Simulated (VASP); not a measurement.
# Geometry relaxation of ZnSe (part 2 of 2)

The same run, continued: ZnSe (2 atoms in the cell); Kohn-Sham DFT of a periodic cell, PBE, VASP PAW PBE potentials, recommended, no spin polarisation (VASP 6.6.1); cutoff 520 eV, 10×10×10 k-mesh, Gaussian smearing of 0.02 eV. The structure derives from an entry of the Crystallography Open Database.

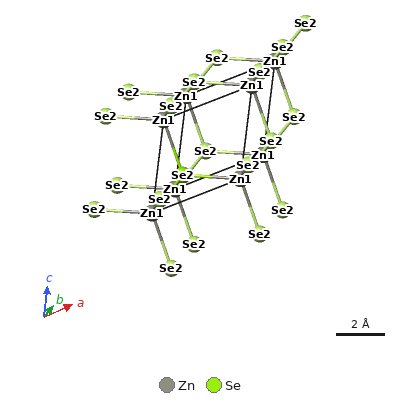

The geometry at step 2 of the log (ball-and-stick view of the cell of the calculation, seen slightly off an axis; neighbours outside the cell are drawn fainter; atoms are numbered from 1 in the order of the input).

## Parts of OUTCAR, continued
```
 number of electron      18.0000012 magnetization

 Free energy of the ion-electron system (eV)
  ---------------------------------------------------
  ext. energy  EPLUGINS =         0.00000000
  ---------------------------------------------------
  free energy    TOTEN  =        -6.02076841 eV

  energy without entropy =       -6.02076841  energy(sigma->0) =       -6.02076841

------------------------ aborting loop because EDIFF is reached ----------------------------------------

  FORCE on cell =-STRESS in cart. coord.  units (eV):
  Direction    XX          YY          ZZ          XY          YZ          ZX
  --------------------------------------------------------------------------------------
  -------------------------------------------------------------------------------------
  Total        0.6898940      0.6898940      0.6898940      0.0000000     -0.0000000     -0.0000000
  in kB       24.2859649     24.2859649     24.2859649      0.0000000     -0.0000000     -0.0000000
  external PRESSURE =      24.2859649 kB  Pullay stress =       0.0000000 kB

 VOLUME and BASIS-vectors are now :
 -----------------------------------------------------------------------------
  energy-cutoff  :      520.00
  volume of cell :       45.51
      direct lattice vectors                 reciprocal lattice vectors
     0.000000000  2.833800000  2.833800000    -0.176441527  0.176441527  0.176441527
     2.833800000  0.000000000  2.833800000     0.176441527 -0.176441527  0.176441527
     2.833800000  2.833800000  0.000000000     0.176441527  0.176441527 -0.176441527

 POSITION                                       TOTAL-FORCE (eV/Angst)
 -----------------------------------------------------------------------------------
      0.00000      0.00000      0.00000        -0.000000     -0.000000     -0.000000
      1.41690      1.41690      1.41690         0.000000      0.000000      0.000000
 -----------------------------------------------------------------------------------
    total drift:                               -0.000001     -0.000001     -0.000001

  FREE ENERGIE OF THE ION-ELECTRON SYSTEM (eV)
  ---------------------------------------------------
  free  energy   TOTEN  =        -6.0207684136 eV

  energy  without entropy=       -6.0207684136  energy(sigma->0) =       -6.02076841

--------------------------------------- Ionic step        2  -------------------------------------------

 number of electron      18.0000010 magnetization

------------------------ aborting loop because EDIFF is reached ----------------------------------------

  FORCE on cell =-STRESS in cart. coord.  units (eV):
  Direction    XX          YY          ZZ          XY          YZ          ZX
  --------------------------------------------------------------------------------------
  -------------------------------------------------------------------------------------
  Total       -0.1951217     -0.1951217     -0.1951217      0.0000000      0.0000000      0.0000000
  in kB       -6.5369557     -6.5369557     -6.5369557      0.0000000      0.0000000      0.0000000
  external PRESSURE =      -6.5369557 kB  Pullay stress =       0.0000000 kB

 VOLUME and BASIS-vectors are now :
 -----------------------------------------------------------------------------
  energy-cutoff  :      520.00
  volume of cell :       47.82
      direct lattice vectors                 reciprocal lattice vectors
     0.000000000  2.880957715  2.880957715    -0.173553398  0.173553398  0.173553398
     2.880957715 -0.000000000  2.880957715     0.173553398 -0.173553398  0.173553398
     2.880957715  2.880957715 -0.000000000     0.173553398  0.173553398 -0.173553398

 POSITION                                       TOTAL-FORCE (eV/Angst)
 -----------------------------------------------------------------------------------
      5.76192      5.76192      5.76192         0.000000      0.000000      0.000000
      1.44048      1.44048      1.44048        -0.000000     -0.000000     -0.000000
 -----------------------------------------------------------------------------------
    total drift:                               -0.000001     -0.000001     -0.000001

  FREE ENERGIE OF THE ION-ELECTRON SYSTEM (eV)
  ---------------------------------------------------
  free  energy   TOTEN  =        -6.0320145193 eV

  energy  without entropy=       -6.0320145193  energy(sigma->0) =       -6.03201452

--------------------------------------- Ionic step        3  -------------------------------------------

 number of electron      18.0000016 magnetization

------------------------ aborting loop because EDIFF is reached ----------------------------------------

  FORCE on cell =-STRESS in cart. coord.  units (eV):
  Direction    XX          YY          ZZ          XY          YZ          ZX
  --------------------------------------------------------------------------------------
  -------------------------------------------------------------------------------------
  Total        0.0111021      0.0111021      0.0111021      0.0000000      0.0000000      0.0000000
  in kB        0.3765189      0.3765189      0.3765189      0.0000000      0.0000000      0.0000000
  external PRESSURE =       0.3765189 kB  Pullay stress =       0.0000000 kB

 VOLUME and BASIS-vectors are now :
 -----------------------------------------------------------------------------
  energy-cutoff  :      520.00
  volume of cell :       47.24
      direct lattice vectors                 reciprocal lattice vectors
     0.000000000  2.869240196  2.869240196    -0.174262162  0.174262162  0.174262162
     2.869240196 -0.000000000  2.869240196     0.174262162 -0.174262162  0.174262162
     2.869240196  2.869240196 -0.000000000     0.174262162  0.174262162 -0.174262162

 POSITION                                       TOTAL-FORCE (eV/Angst)
 -----------------------------------------------------------------------------------
      0.00000      0.00000      0.00000        -0.000000      0.000000     -0.000000
      1.43462      1.43462      1.43462         0.000000     -0.000000      0.000000
 -----------------------------------------------------------------------------------
    total drift:                               -0.000001     -0.000001     -0.000001

  FREE ENERGIE OF THE ION-ELECTRON SYSTEM (eV)
  ---------------------------------------------------
  free  energy   TOTEN  =        -6.0331502690 eV

  energy  without entropy=       -6.0331502690  energy(sigma->0) =       -6.03315027

--------------------------------------- Ionic step        4  -------------------------------------------

 number of electron      18.0000016 magnetization

 Free energy of the ion-electron system (eV)
  ---------------------------------------------------
  ext. energy  EPLUGINS =         0.00000000
  ---------------------------------------------------
  free energy    TOTEN  =        -6.03315220 eV

  energy without entropy =       -6.03315220  energy(sigma->0) =       -6.03315220

 E-fermi :   1.4264     XC(G=0):  -9.1493     alpha+bet : -6.9362

 val. band max:        1.2939231999   @ k =   0.0000   0.0000   0.0000
 cond. band min:       2.4332416368   @ k =   0.0000   0.0000   0.0000
 fundamental gap:      1.1393184368
 Fermi energy:         1.4263527868

 k-point     1 :       0.0000    0.0000    0.0000
  band No.  band energies     occupation
      1     -11.7287      2.00000
      2      -5.1205      2.00000
      3      -5.1205      2.00000
      4      -5.1205      2.00000
      5      -4.7843      2.00000
      6      -4.7843      2.00000
      7       1.2939      2.00000
      8       1.2939      2.00000
      9       1.2939      2.00000
     10       2.4332      0.00000
     11       7.1046      0.00000
     12       7.1046      0.00000
     13       7.1046      0.00000

 k-point     2 :       0.1000    0.0000    0.0000
  band No.  band energies     occupation
      1     -11.6682      2.00000
      2      -5.1153      2.00000
      3      -5.1110      2.00000
      4      -5.1110      2.00000
      5      -4.7852      2.00000
      6      -4.7852      2.00000
      7       0.3350      2.00000
      8       1.2004      2.00000
      9       1.2004      2.00000
     10       3.2106      0.00000
     11       7.0170      0.00000
     12       7.2668      0.00000
     13       7.2668      0.00000

 k-point     3 :       0.2000    0.0000    0.0000
  band No.  band energies     occupation
      1     -11.5024      2.00000
      2      -5.0874      2.00000
      3      -5.0874      2.00000
      4      -5.0868      2.00000
      5      -4.7855      2.00000
      6      -4.7855      2.00000
      7      -1.0131      2.00000
      8       0.9755      2.00000
      9       0.9755      2.00000
     10       3.8560      0.00000
     11       7.3129      0.00000
     12       7.5947      0.00000
     13       7.5947      0.00000

 k-point     4 :       0.3000    0.0000    0.0000
  band No.  band energies     occupation
      1     -11.2800      2.00000
      2      -5.0620      2.00000
      3      -5.0620      2.00000
      4      -4.9984      2.00000
      5      -4.7810      2.00000
      6      -4.7810      2.00000
      7      -2.2554      2.00000
      8       0.7281      2.00000
      9       0.7281      2.00000
     10       3.9283      0.00000
     11       7.7618      0.00000
     12       7.7618      0.00000
     13       8.3228      0.00000

 k-point     5 :       0.4000    0.0000    0.0000
  band No.  band energies     occupation
      1     -11.0831      2.00000
      2      -5.0453      2.00000
      3      -5.0453      2.00000
      4      -4.8112      2.00000
      5      -4.7723      2.00000
      6      -4.7723      2.00000
      7      -3.2371      2.00000
      8       0.5462      2.00000
      9       0.5462      2.00000
     10       3.8220      0.00000
     11       7.7224      0.00000
     12       7.7224      0.00000
     13       9.3938      0.00000

 [... the levels of 18 k-points are left out ...]

 k-point    24 :       0.4000    0.3000    0.0000
  band No.  band energies     occupation
      1     -10.9729      2.00000
      2      -5.0751      2.00000
      3      -4.9531      2.00000
      4      -4.9422      2.00000
      5      -4.7529      2.00000
      6      -4.7513      2.00000
      7      -2.6034      2.00000
      8      -0.5727      2.00000
      9      -0.3631      2.00000
     10       4.8898      0.00000
     11       5.3999      0.00000
     12       9.4288      0.00000
     13      10.3586      0.00000

 [... further k-points ...]

------------------------ aborting loop because EDIFF is reached ----------------------------------------

  FORCE on cell =-STRESS in cart. coord.  units (eV):
  Direction    XX          YY          ZZ          XY          YZ          ZX
  --------------------------------------------------------------------------------------
  -------------------------------------------------------------------------------------
  Total       -0.0005424     -0.0005424     -0.0005424     -0.0000000      0.0000000     -0.0000000
  in kB       -0.0183815     -0.0183815     -0.0183815     -0.0000000      0.0000000     -0.0000000
  external PRESSURE =      -0.0183815 kB  Pullay stress =       0.0000000 kB

 VOLUME and BASIS-vectors are now :
 -----------------------------------------------------------------------------
  energy-cutoff  :      520.00
  volume of cell :       47.28
      direct lattice vectors                 reciprocal lattice vectors
     0.000000000  2.869949001  2.869949001    -0.174219124  0.174219124  0.174219124
     2.869949001 -0.000000000  2.869949001     0.174219124 -0.174219124  0.174219124
     2.869949001  2.869949001 -0.000000000     0.174219124  0.174219124 -0.174219124

 POSITION                                       TOTAL-FORCE (eV/Angst)
 -----------------------------------------------------------------------------------
      5.73990      5.73990      5.73990        -0.000000     -0.000000     -0.000000
      1.43497      1.43497      1.43497         0.000000      0.000000      0.000000
 -----------------------------------------------------------------------------------
    total drift:                               -0.000001     -0.000001     -0.000001

  FREE ENERGIE OF THE ION-ELECTRON SYSTEM (eV)
  ---------------------------------------------------
  free  energy   TOTEN  =        -6.0331522027 eV

  energy  without entropy=       -6.0331522027  energy(sigma->0) =       -6.03315220

 reached required accuracy - stopping structural energy minimisation
```

## CONTCAR
```
ZnSe
   1.00000000000000
     0.0000000000000000    2.8699490005417219    2.8699490005417219
     2.8699490005417219   -0.0000000000000000    2.8699490005417219
     2.8699490005417219    2.8699490005417219   -0.0000000000000000
  Zn              Se
     1     1
Direct
     1.0000000000000000    1.0000000000000000    1.0000000000000000
     0.2500000000000000    0.2500000000000000    0.2500000000000000

  0.00000000E+00  0.00000000E+00  0.00000000E+00
  0.00000000E+00  0.00000000E+00  0.00000000E+00
```

## Trajectory as extended XYZ (Å, eV, eV/Å), 4 frames, from step=0 to step=3
```
2
Lattice="0.0000 2.8338 2.8338 2.8338 0.0000 2.8338 2.8338 2.8338 0.0000" Properties=species:S:1:pos:R:3:forces:R:3 step=0 energy=-6.02077
Zn    0.0000    0.0000    0.0000    0.0000   0.0000   0.0000
Se    1.4169    1.4169    1.4169    0.0000   0.0000   0.0000
2
Lattice="0.0000 2.8810 2.8810 2.8810 -0.0000 2.8810 2.8810 2.8810 -0.0000" Properties=species:S:1:pos:R:3:forces:R:3 step=1 energy=-6.03201
Zn    5.7619    5.7619    5.7619    0.0000   0.0000   0.0000
Se    1.4405    1.4405    1.4405    0.0000   0.0000   0.0000
2
Lattice="0.0000 2.8692 2.8692 2.8692 -0.0000 2.8692 2.8692 2.8692 -0.0000" Properties=species:S:1:pos:R:3:forces:R:3 step=2 energy=-6.03315
Zn    0.0000    0.0000    0.0000    0.0000   0.0000   0.0000
Se    1.4346    1.4346    1.4346    0.0000   0.0000   0.0000
2
Lattice="0.0000 2.8699 2.8699 2.8699 -0.0000 2.8699 2.8699 2.8699 -0.0000" Properties=species:S:1:pos:R:3:forces:R:3 step=3 energy=-6.03315
Zn    5.7399    5.7399    5.7399    0.0000   0.0000   0.0000
Se    1.4350    1.4350    1.4350    0.0000   0.0000   0.0000
```

The run was set up as follows.

## INCAR
```
SYSTEM = ZnSe
PREC = Accurate
ENCUT = 520
EDIFF = 1E-7
ISMEAR = 0
SIGMA = 0.02
LREAL = .FALSE.
LASPH = .TRUE.
NELM = 80
ALGO = Fast
ISIF = 3
LWAVE = .FALSE.
LCHARG = .FALSE.
GGA = PE
IBRION = 2
NSW = 80
EDIFFG = -0.002
AMIX = 0.2
```

## KPOINTS
```
Automatic mesh
0
G
  10 10 10
  0 0 0
```

## POSCAR
```
ZnSe
1.0
    0.0000000000      2.8338000000      2.8338000000
    2.8338000000      0.0000000000      2.8338000000
    2.8338000000      2.8338000000      0.0000000000
Zn Se
1 1
Direct
    0.0000000000      0.0000000000      0.0000000000
    0.2500000000      0.2500000000      0.2500000000
```

Command:
```bash
cat potpaw_PBE.64/Zn/POTCAR potpaw_PBE.64/Se/POTCAR > POTCAR
mpirun -np 1 vasp_std > vasp.out
```

## Results in brief

| quantity | value |
| --- | --- |
| outcome | converged |
| space group (tolerance 0.01 Å) | F-43m (216) |
| electrons treated | 18 |
| free energy | −6.0332 eV |
| gap on the k-point mesh | 1.14 eV |
| pressure | 0.00 GPa |
| final volume | 47.28 Å³ |
| largest force (length of the vector) at the end | under 0.001 eV/Å |
| final cell | a = 4.059 Å, b = 4.059 Å, c = 4.059 Å, α = 60.00°, β = 60.00°, γ = 60.00° |
| hardware | 1 thread of Intel Xeon (Sapphire Rapids), 176 GiB of memory available, shared host |
| wall time | 1.7 min |
| peak memory | 0.18 GiB |
